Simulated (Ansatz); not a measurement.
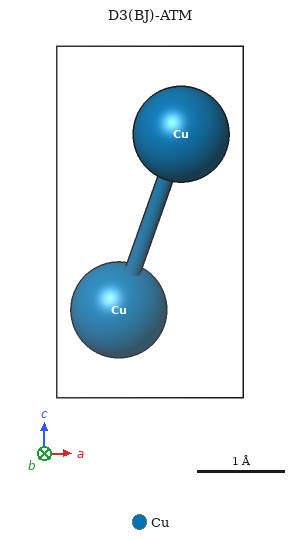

A crystal of Cu (set up in P6_3/mmc), relaxed (cell and atoms) with several dispersion corrections. The picture shows the result with D3(BJ)-ATM. A ball-and-stick model of the cell of the calculation, seen along the b axis.

Computed with Ansatz 0.2.0: PBEsol, Ansatz PAW. Settings: plane-wave cutoff 420 eV; k-point mesh 12 × 12 × 7; occupations fermi-dirac; smearing width 0.05 eV; no spin polarisation; cell and atoms relaxed; force threshold 0.01 eV/Å.

```
dispersion correction  volume (Å³/atom)  a (Å)  c (Å)
                 none                 ?      ?      ?
           D3(BJ)-ATM            10.968  2.496  4.065
               D3(BJ)            10.826  2.485  4.048
                   D4            11.054  2.503  4.076
```

### Fill in the missing row.

With none the volume is the largest of the series, above D4 (11.054). The calculation gives 11.334 Å³/atom (a = 2.524 Å, c = 4.108 Å). In order of volume: D3(BJ) < D3(BJ)-ATM < D4 < none; the spread is 4.7 %.

Each member starts from this one structure; whether another phase lies lower wasn't checked.
